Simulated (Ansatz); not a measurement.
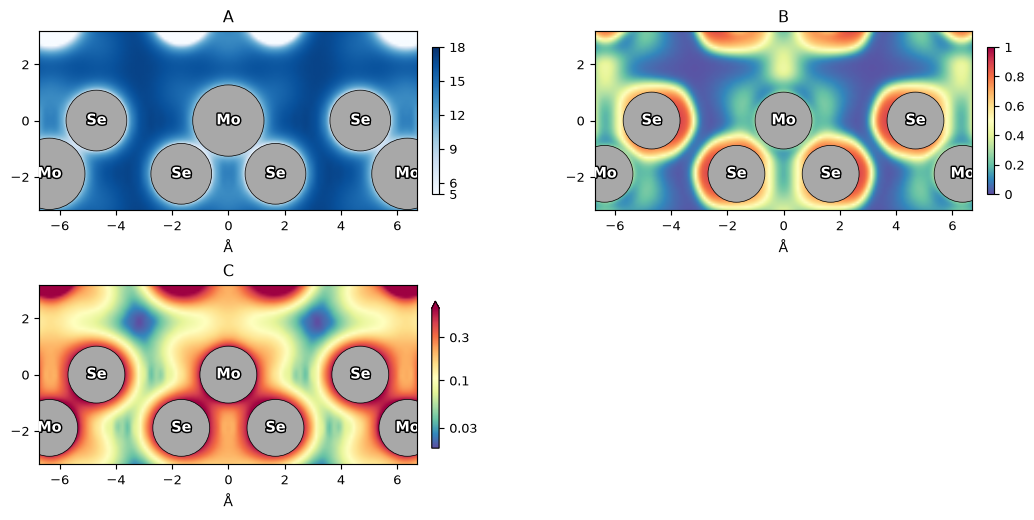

MoSe₂: 3 fields on the (110) plane of the conventional cell, with unlabelled colour scales. Grey discs cover the atomic cores.

Space group P6₃/mmc; a structure from a database of computed crystals, not necessarily the ambient phase; computed without spin polarisation.

Theory: Ansatz 0.2.0, DFT PBE+D3(BJ), scalar-relativistic, plane waves, PAW.

> The panels show electron localisation function, electrostatic potential energy of an electron and valence pseudo-density in some order. Assign them.

Panel A: electrostatic potential energy of an electron (low next to the atoms, rising into the space between them). Panel B: electron localisation function. Panel C: valence pseudo-density. From the grid: Mo–Se (2.53 Å): the density is about 0.53 e/Å³ at the midpoint; the ELF is about 0.50 at the midpoint.
